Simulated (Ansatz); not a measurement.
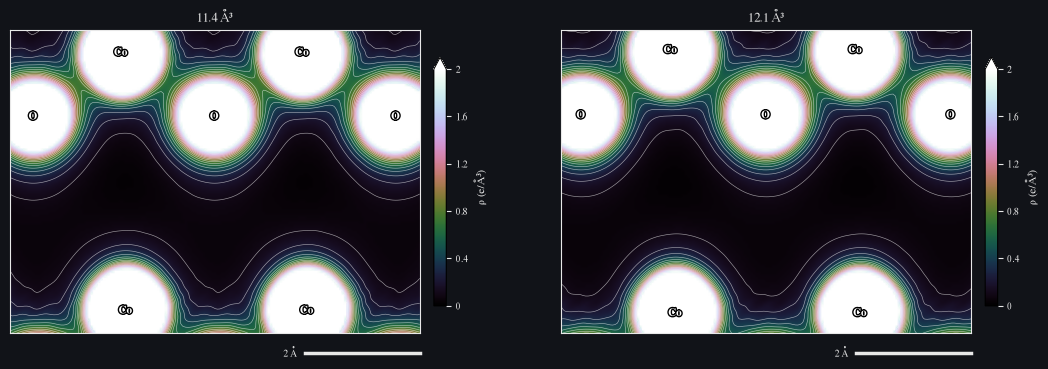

CoO. The valence pseudo-density of cells scaled evenly to different volumes (given per atom above each panel), on the (101̄) plane of each (indices in the axes of the cell below), at one length scale and on one colour scale.

A structure from a database of computed crystals, not necessarily the ambient phase; spin-polarised.

Computed with Kohn-Sham DFT of a periodic cell, PBE, Ansatz PAW in Ansatz.

Core electrons are frozen (PAW), and the valence fields are smoothed inside the atomic spheres.

The largest cell:

```yaml
crystal:
  lattice:
    - [1.63364, 0.94318, 2.61681]
    - [-1.63364, 0.94318, 2.61681]
    - [0.00000, -1.88637, 2.61681]
  atoms:
    - { symbol: Co, position: [0.99898, 0.99898, 0.99898] }
    - { symbol: O, position: [0.75102, 0.75102, 0.75102] }
```

| volume (Å³/atom) | Co–O contact in the plane (Å) | ρ at its midpoint (e/Å³) | pressure (GPa) | largest moment (μB) | 
| --- | --- | --- | --- | --- |
| 11.41 | 1.909 | 0.731 | −0.1 | 2.20 | 
| 11.64 | 1.922 | ? | ? | ? | 
| 12.10 | 1.947 | 0.668 | −6.5 | 2.33 | 

What values belong in the row with question marks?

Over the known rows ln ρ falls by 2.37 per Å of Co–O distance (the line through the two), which gives 0.709 e/Å³ at 1.922 Å; the calculation gives 0.708 e/Å³. For the pressure, a straight line in volume between the neighbouring rows gives −2.2 GPa; the calculation gives −2.4. For the largest moment, a straight line in volume between the neighbouring rows gives 2.24 μB; the calculation gives 2.25.
